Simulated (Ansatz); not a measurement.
Start from this file.

```
Si Ta
1.0
     5.01794    0.00000    0.00000
     1.26544    4.85576    0.00000
     0.00000    0.00000   26.34560
Si Ta
6 12
Direct
  0.69791 0.69791 0.28468
  0.49651 0.49651 0.35859
  0.29512 0.29512 0.43251
  0.09373 0.09373 0.50643
  0.89233 0.89233 0.58034
  0.69094 0.69094 0.65426
  0.83676 0.16289 0.29753
  0.35766 0.03153 0.34574
  0.96150 0.63537 0.37145
  0.83014 0.15627 0.41966
  0.43397 0.76010 0.44536
  0.95487 0.62874 0.49357
  0.55871 0.23258 0.51928
  0.42735 0.75348 0.56749
  0.03118 0.35732 0.59319
  0.55209 0.22595 0.64141
  0.15592 0.82979 0.66711
  0.02456 0.35069 0.71532
```

What would you see if this were drawn?

Answer. The material is Ta2Si. One cell contains 12 Ta, 6 Si, 18 atoms in all.

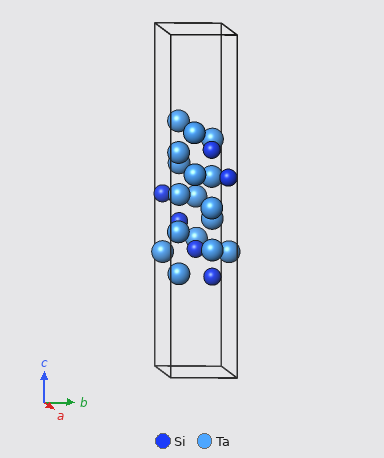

A spheres-only rendering, viewed slightly off an axis. The frame is the simulation cell; atoms at its boundary are shown with their periodic copies.

The structure comes from a structure listed in the Materials Project, from which a slab was cut. Earlier steps of the study, as a rule a relaxation of our own, may have changed the cell and positions, so they can lie some per cent off the listed ones. It was run through Ansatz as a DFT input.

At this level of theory the run's own cell isn't at rest (forces up to 3.1 eV/Å), so its distances can differ from those at equilibrium, the more so the softer the solid.
